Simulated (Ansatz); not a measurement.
# Geometry relaxation of AlN (part 2 of 2)

Continued. System: AlN (P6₃mc, 4 atoms in the cell). Method: DFT, PBE, PAW with Ansatz's default frozen-core files, scalar-relativistic, no spin polarisation (Ansatz 0.2.0); cutoff 420 eV, 12×12×7 k-mesh, Fermi–Dirac smearing of 0.02 eV. The structure was built on a prototype by a generator; it need not be a known phase. It belongs to a series of runs on one base structure; here: bulk cell relaxed.

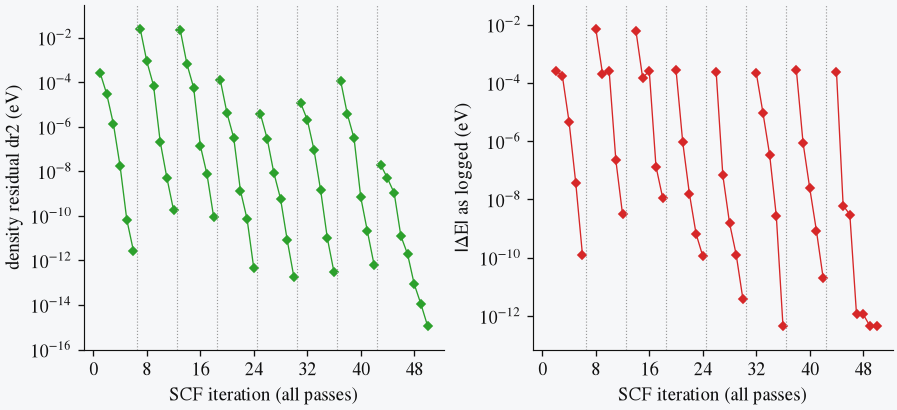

Fig. 1: Convergence of the self-consistent field: density residual dr2 and size of the energy change against the SCF iteration. The dotted lines part the SCF passes of the relaxation: geometry steps, rejected trials and re-solves on a re-selected basis. The 8 passes take 6 to 8 iterations each, 50 in all.

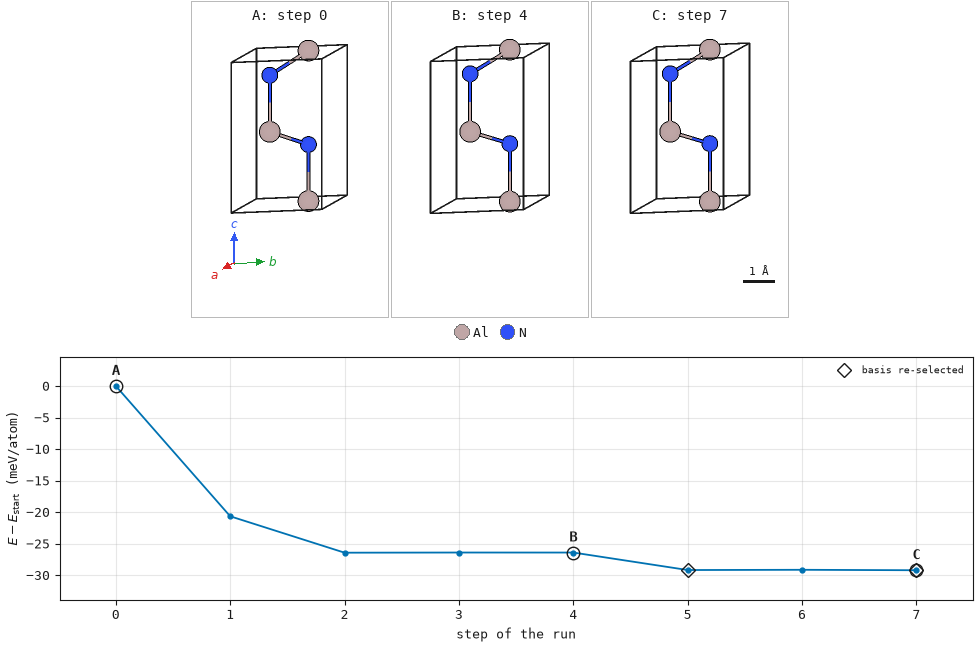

Fig. 2: Frames of the relaxation (ball-and-stick view of the cell of the calculation, seen slightly off an axis) above the curves, on which the letters mark them (the first geometry is step 0 here and step 1 in the log).

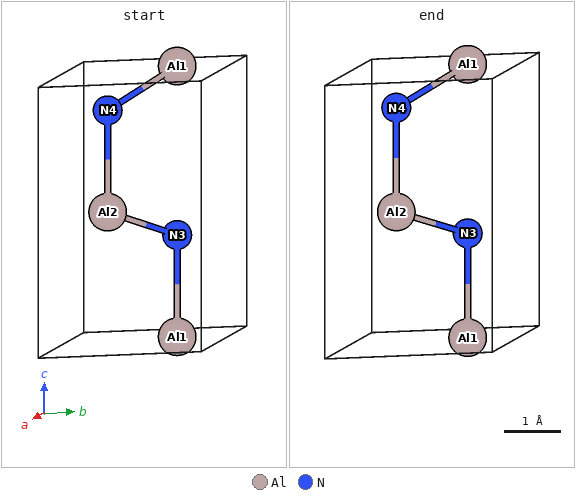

Fig. 3: Before (left) and after (right) the relaxation, at one scale (ball-and-stick view of the cell of the calculation, seen slightly off an axis). The largest moves relative to the cell, 0.014 Å, are those of Al1, Al2, N3 and N4. Largest moves by element: N 0.014 Å, Al 0.014 Å. The volume changes by +6.4 %, with a = b 3.049 → 3.130 Å (+2.7 %), c 4.969 → 5.018 Å (+1.0 %). Distances before and after: Al1–N3 1.868 → 1.915 Å, Al1–N4 1.865 → 1.902 Å. The space group stays P6_3mc (No. 186). Over 5 geometry steps the energy falls by 29.1 meV per atom. The largest force component goes from 0.19 to 0.00087 eV/Å. Pressure: 13.87 GPa at the start and 0.01 GPa at the end. 1 further SCF at an unchanged geometry re-selected the plane-wave basis for the new cell. The energy change given includes the shifts at the re-selections in mid-walk, which come without any move. A last SCF at the same geometry on a re-selected plane-wave basis shifts the energy by −0.1 meV per atom. (Atoms are counted from 1 in the order of the input.)

```
basis re-selected at this cell: Δ(F+E_penalty+E_count) = -2.804e-4 eV, ΔP = +0.005 GPa vs the last step (what re-selecting the basis moved, of the pressure what is left beyond the Pulay correction that the steps carried, after the strain that the cell walked since its last selection, with what the two solves' SCF thresholds leave and, on support functions, any second-order correction that the steps lacked; it is no measure of the basis error at this ecutwfc). This SCF's stress stands 1.17e-2 GPa from its target on what of the cell is left free (relax.cell.stress_tol is 5.00e-2 GPa) and its largest allowed force component is 8.70e-4 eV/Å (relax.f_tol is 5.00e-3 eV/Å): within both
SCF converged after 8 iterations
Free energy (F): -1848.507924 eV
Harris-Foulkes:  -1848.507924 eV  (|F-HF|=4.55e-13)
Internal energy: -1848.507924 eV  (E = F + TS)
E sigma→0 (E₀):  -1848.507924 eV
Fermi energy:    8.966971 eV
--- Per-component energies (eV) ---
  E_band       = 27.856352
  E_kinetic    = 317.322351
  E_local      = -451.602962  (includes V_loc(G=0)·N_el)
  E_nonlocal   = 110.505069
  E_hartree    = 156.640091
  E_xc         = -203.250511
  E_vxc        = -215.380582  (∫ρ·V_xc dr)
  E_paw        = -1190.067229  (= ΣΔE_a)
  E_vpaw       = -46.267902  (= ΣTr[D̂ρ^β])
  E_aug_tail   = 0.000195  (compensation charges beyond the density's cutoff)
  E_ewald      = -588.054928
  E_smearing   = -0.000000  (= −TS)
  E_closure    = -0.000000  (closes the sum)
  Σ components = -1848.507924   (vs F -1848.507924, Δ=0.00e0)
--- Forces (eV/Å), atoms counted from 1 ---
  atom   1  Al     0.00000000     0.00000000    -0.00086639
  atom   2  Al     0.00000000    -0.00000000    -0.00086639
  atom   3  N      0.00000000    -0.00000000     0.00087428
  atom   4  N     -0.00000000     0.00000000     0.00087428
  max |Σ_I F_I| component: 1.58e-5 eV/Å
--- Stress (GPa, compression-positive) ---
        0.011693       0.000000      -0.000000
        0.000000       0.011693       0.000000
       -0.000000       0.000000       0.008201
  P = ⅓ Tr σ = 0.0105 GPa (0.105 kbar)
--- Band table (eV; the first three rows and the last of 76) ---
  k-point 0: bands = ["-8.1118", "-6.0341", "1.0472", "6.1015", "6.1015", "6.7409", "6.7409", "6.9431", "10.9775", "13.4574", "17.3962", "17.9796"]
  k-point 1: bands = ["-8.0355", "-6.1825", "1.3142", "6.1313", "6.1313", "6.4860", "6.7077", "6.7077", "11.3602", "13.5070", "17.2650", "17.9545"]
  k-point 2: bands = ["-7.8124", "-6.5569", "2.0388", "5.4556", "6.2164", "6.2164", "6.6151", "6.6151", "12.1593", "13.5823", "17.0064", "17.9659"]
  k-point 75: bands = ["-5.6455", "-5.6455", "2.2074", "2.2074", "2.9316", "3.4172", "6.0931", "6.0931", "13.9048", "14.6157", "14.7351", "14.7351"]
--- Relaxed structure (6 steps of the walk, 6 accepted, 2 SCFs on fresh bases) ---
  F+E_penalty+E_count = -1848.50792426 eV   max|allowed force component| = 8.703e-4 eV/Å   (the final SCF, on the basis selected at the relaxed cell)
  cell:  # Å, volume = 42.5798 Å³
    - [3.1301578475153526, 0.0, -6.760128848995582e-34]
    - [-1.5650789237576763, 2.7107962138035124, -1.241763976176664e-33]
    - [-1.1019010023718711e-33, -2.9733836571939383e-33, 5.018109598769763]
  atoms:
    - { symbol: Al, position: [0.3333333333333333, 0.6666666666666666, -0.002759693872121918] }
    - { symbol: Al, position: [0.6666666666666666, 0.3333333333333333, 0.4972403061278782] }
    - { symbol: N, position: [0.3333333333333333, 0.6666666666666666, 0.37875969387212194] }
    - { symbol: N, position: [0.6666666666666666, 0.3333333333333333, 0.878759693872122] }
```

## File rho_z.tsv
```
# z_ang	rho[e/angstrom^3]
# format = ansatz-planar-average/11
# lattice	3.130157848	0.000000000	-0.000000000
# lattice	-1.565078924	2.710796214	-0.000000000
# lattice	-0.000000000	-0.000000000	5.018109599
# sites	4
# site	13	-0.000000000	1.807197476	-0.013848446
# site	13	1.565078924	0.903598738	2.495206353
# site	7	-0.000000000	1.807197476	1.900657655
# site	7	1.565078924	0.903598738	4.409712455
0.000000	3.485464e-1
0.139392	2.574155e-1
0.278784	1.942173e-1
0.418176	1.563389e-1
0.557568	1.398920e-1
0.696960	1.402399e-1
0.836352	1.537876e-1
0.975744	1.805148e-1
1.115135	2.248186e-1
1.254527	2.932802e-1
1.393919	3.913870e-1
1.533311	5.110118e-1
1.672703	6.214706e-1
1.812095	6.937658e-1
1.951487	7.170686e-1
2.090879	6.830263e-1
2.230271	5.907000e-1
2.369663	4.662949e-1
2.509055	3.485464e-1
2.648447	2.574155e-1
2.787839	1.942173e-1
2.927231	1.563389e-1
3.066623	1.398920e-1
3.206014	1.402399e-1
3.345406	1.537876e-1
3.484798	1.805148e-1
3.624190	2.248186e-1
3.763582	2.932802e-1
3.902974	3.913870e-1
4.042366	5.110118e-1
4.181758	6.214706e-1
4.321150	6.937658e-1
4.460542	7.170686e-1
4.599934	6.830263e-1
4.739326	5.907000e-1
4.878718	4.662949e-1
```

## File v_z.tsv
```
# z_ang	v_es[eV]	v_tot[eV]
# format = ansatz-planar-average/11
# xc	pbe
# density_cutoff_ev	1680
# datasets	Al=:simpson_from_first_knot:soft	N=:simpson_from_first_knot:soft
# lattice	3.130157848	0.000000000	-0.000000000
# lattice	-1.565078924	2.710796214	-0.000000000
# lattice	-0.000000000	-0.000000000	5.018109599
# sites	4
# site	13	-0.000000000	1.807197476	-0.013848446
# site	13	1.565078924	0.903598738	2.495206353
# site	7	-0.000000000	1.807197476	1.900657655
# site	7	1.565078924	0.903598738	4.409712455
0.000000	1.965565e0	-1.015663e1
0.139392	2.904708e0	-8.349288e0
0.278784	3.290820e0	-6.973293e0
0.418176	3.763042e0	-5.453522e0
0.557568	4.664353e0	-3.763607e0
0.696960	6.044412e0	-2.160404e0
0.836352	7.573140e0	-7.023015e-1
0.975744	8.716958e0	1.816744e-1
1.115135	9.181154e0	2.202223e-1
1.254527	8.586010e0	-1.007570e0
1.393919	6.724055e0	-3.650951e0
1.533311	3.952496e0	-7.143107e0
1.672703	8.475110e-1	-1.084916e1
1.812095	-1.753029e0	-1.393448e1
1.951487	-3.080341e0	-1.571406e1
2.090879	-2.880393e0	-1.586516e1
2.230271	-1.504978e0	-1.455371e1
2.369663	3.364694e-1	-1.240224e1
2.509055	1.965565e0	-1.015663e1
2.648447	2.904708e0	-8.349288e0
2.787839	3.290820e0	-6.973293e0
2.927231	3.763042e0	-5.453522e0
3.066623	4.664353e0	-3.763607e0
3.206014	6.044412e0	-2.160404e0
3.345406	7.573140e0	-7.023015e-1
3.484798	8.716958e0	1.816744e-1
3.624190	9.181154e0	2.202223e-1
3.763582	8.586010e0	-1.007570e0
3.902974	6.724055e0	-3.650951e0
4.042366	3.952496e0	-7.143107e0
4.181758	8.475110e-1	-1.084916e1
4.321150	-1.753029e0	-1.393448e1
4.460542	-3.080341e0	-1.571406e1
4.599934	-2.880393e0	-1.586516e1
4.739326	-1.504978e0	-1.455371e1
4.878718	3.364694e-1	-1.240224e1
```

## Trajectory as extended XYZ (Å, eV, eV/Å), 8 frames, from step=1 to step=8
```
4
Lattice="3.0487 0.0000 0.0000 -1.5243 2.6402 0.0000 0.0000 0.0000 4.9694" Properties=species:S:1:pos:R:3:forces:R:3 step=1 energy=-1848.39109 pressure_GPa=13.87
Al    0.0000    1.7602    0.0000    0.0000   0.0000  -0.1861
Al    1.5243    0.8801    2.4847    0.0000   0.0000  -0.1861
N     0.0000    1.7602    1.8685    0.0000   0.0000   0.1861
N     1.5243    0.8801    4.3532    0.0000   0.0000   0.1861
4
Lattice="3.0930 0.0000 0.0000 -1.5465 2.6786 0.0000 0.0000 0.0000 4.9760" Properties=species:S:1:pos:R:3:forces:R:3 step=2 energy=-1848.47371 pressure_GPa=6.55
Al    0.0000    1.7857   -0.0076    0.0000   0.0000  -0.1329
Al    1.5465    0.8929    2.4804    0.0000   0.0000  -0.1329
N     0.0000    1.7857    1.8786    0.0000   0.0000   0.1329
N     1.5465    0.8929    4.3666    0.0000   0.0000   0.1329
4
Lattice="3.1252 0.0000 0.0000 -1.5626 2.7065 0.0000 0.0000 0.0000 5.0130" Properties=species:S:1:pos:R:3:forces:R:3 step=3 energy=-1848.49680 pressure_GPa=0.43
Al    0.0000    1.8044   -0.0126    0.0000   0.0000  -0.0264
Al    1.5626    0.9022    2.4939    0.0000   0.0000  -0.0264
N     0.0000    1.8044    1.8975    0.0000   0.0000   0.0264
N     1.5626    0.9022    4.4040    0.0000   0.0000   0.0264
4
Lattice="3.1275 0.0000 0.0000 -1.5637 2.7085 0.0000 0.0000 0.0000 5.0163" Properties=species:S:1:pos:R:3:forces:R:3 step=4 energy=-1848.49670 pressure_GPa=-0.00
Al    0.0000    1.8057   -0.0133    0.0000   0.0000  -0.0106
Al    1.5637    0.9028    2.4949    0.0000   0.0000  -0.0106
N     0.0000    1.8057    1.8994    0.0000   0.0000   0.0106
N     1.5637    0.9028    4.4076    0.0000   0.0000   0.0106
4
Lattice="3.1274 0.0000 0.0000 -1.5637 2.7084 0.0000 0.0000 0.0000 5.0163" Properties=species:S:1:pos:R:3:forces:R:3 step=5 energy=-1848.49671 pressure_GPa=0.00
Al    0.0000    1.8056   -0.0137    0.0000   0.0000   0.0005
Al    1.5637    0.9028    2.4944    0.0000   0.0000   0.0005
N     0.0000    1.8056    1.8999    0.0000   0.0000  -0.0005
N     1.5637    0.9028    4.4080    0.0000   0.0000  -0.0005
4
Lattice="3.1274 0.0000 0.0000 -1.5637 2.7084 0.0000 0.0000 0.0000 5.0163" Properties=species:S:1:pos:R:3:forces:R:3 step=6 energy=-1848.50779 pressure_GPa=0.42
Al    0.0000    1.8056   -0.0137    0.0000   0.0000   0.0009
Al    1.5637    0.9028    2.4944    0.0000   0.0000   0.0009
N     0.0000    1.8056    1.8999    0.0000   0.0000  -0.0009
N     1.5637    0.9028    4.4080    0.0000   0.0000  -0.0009
4
Lattice="3.1302 0.0000 0.0000 -1.5651 2.7108 0.0000 0.0000 0.0000 5.0181" Properties=species:S:1:pos:R:3:forces:R:3 step=7 energy=-1848.50764 pressure_GPa=0.01
Al    0.0000    1.8072   -0.0138    0.0000   0.0000  -0.0008
Al    1.5651    0.9036    2.4952    0.0000   0.0000  -0.0008
N     0.0000    1.8072    1.9007    0.0000   0.0000   0.0009
N     1.5651    0.9036    4.4097    0.0000   0.0000   0.0009
4
Lattice="3.1302 0.0000 0.0000 -1.5651 2.7108 0.0000 0.0000 0.0000 5.0181" Properties=species:S:1:pos:R:3:forces:R:3 step=8 energy=-1848.50792 pressure_GPa=0.01
Al    0.0000    1.8072   -0.0138    0.0000   0.0000  -0.0009
Al    1.5651    0.9036    2.4952    0.0000   0.0000  -0.0009
N     0.0000    1.8072    1.9007    0.0000   0.0000   0.0009
N     1.5651    0.9036    4.4097    0.0000   0.0000   0.0009
```

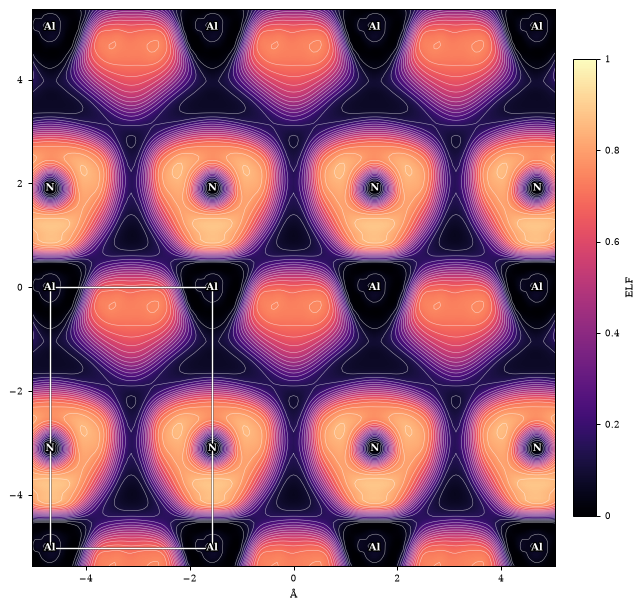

Fig. 4: ELF on the (100) plane of the conventional cell. Atoms in the plane: Al and N. Al–N (1.91 Å): the ELF is about 0.85 at the midpoint. Core electrons are frozen (PAW), so the fields are smoothed inside the atomic spheres.

The run was set up as follows.

## Input file
```yaml
crystal:
  lattice:
    - [3.0486945782, 0.0, 0.0]
    - [-1.5243472891, 2.6402469531, 0.0]
    - [0.0, 0.0, 4.9693721624]
  atoms:
    - { symbol: Al, position: [0.3333333333, 0.6666666667, 0.0] }
    - { symbol: Al, position: [0.6666666667, 0.3333333333, 0.5] }
    - { symbol: "N", position: [0.3333333333, 0.6666666667, 0.376] }
    - { symbol: "N", position: [0.6666666667, 0.3333333333, 0.876] }
kpoints:
  mp_grid: { grid: [12, 12, 7] }
scf:
  occupations: { method: fermi_dirac, width: 0.02 }
hamiltonian:
  xc: pbe
  pseudopotentials: { kind: paw }
output:
  forces: true
  stress: true
  write_density: true
  write_potential: true
  elf: true
  volumetric_format: npy
relax:
  f_tol: 0.005
  max_steps: 40
  cell: {}
```

Run as:
```bash
ansatz run input.yaml --threads 1 --pin off --max-ram 3584MiB --backend cpu --events-out ev --progress --plain --runs-dir out
```

## Key numbers

- outcome: converged
- space group (tolerance 0.01 Å): P6₃mc (186)
- electrons treated: 16
- free energy: −1848.5079 eV
- Fermi energy: 8.967 eV
- gap on the k-point mesh: 4.03 eV
- pressure: 0.01 GPa
- final volume: 42.58 Å³
- largest force (length of the vector) at the end: 0.001 eV/Å
- final cell: a = 3.130 Å, b = 3.130 Å, c = 5.018 Å, α = 90.00°, β = 90.00°, γ = 120.00°
- hardware: 1 thread of AMD EPYC (Zen 3), 32 GiB of memory available, shared host
- wall time: 26 s
- peak memory: 0.42 GiB
